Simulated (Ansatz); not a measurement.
Here is a crystal structure:

```
Ti
1.0
     4.56737    0.00000    0.00000
    -2.28369    3.95546    0.00000
     0.00000    0.00000    2.82624
Ti
3
Direct
  0.00000 0.00000 0.00000
  0.33333 0.66667 0.50000
  0.66667 0.33333 0.51592
```

### Describe what this structure looks like.

The element is titanium. Strictly the space group is P3m1 (No. 156, within 0.01 Å). It is a distorted form of a primitive hexagonal structure, space group P6/mmm (No. 191) within 0.25 Å: ω phase (AlB₂-like). The cell holds three atoms.

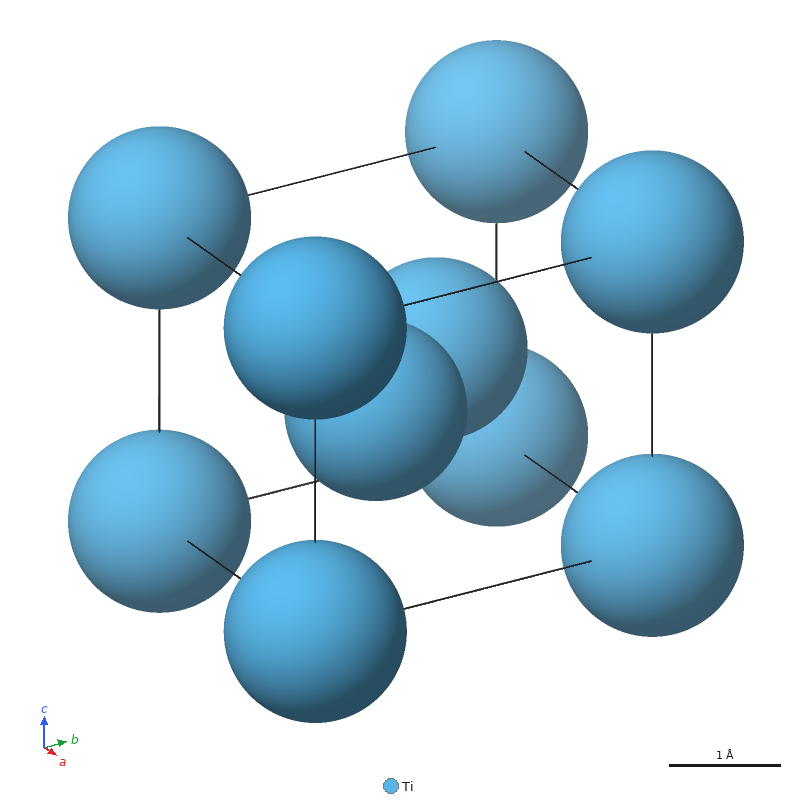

A spheres-only rendering, viewed slightly off an axis. The frame is the unit cell; atoms at its boundary are shown with their periodic copies. Colours: titanium blue.

Provenance: a structure listed in the Materials Project. The cell was then strained or its atoms displaced on purpose. It went into a calculation with Ansatz.
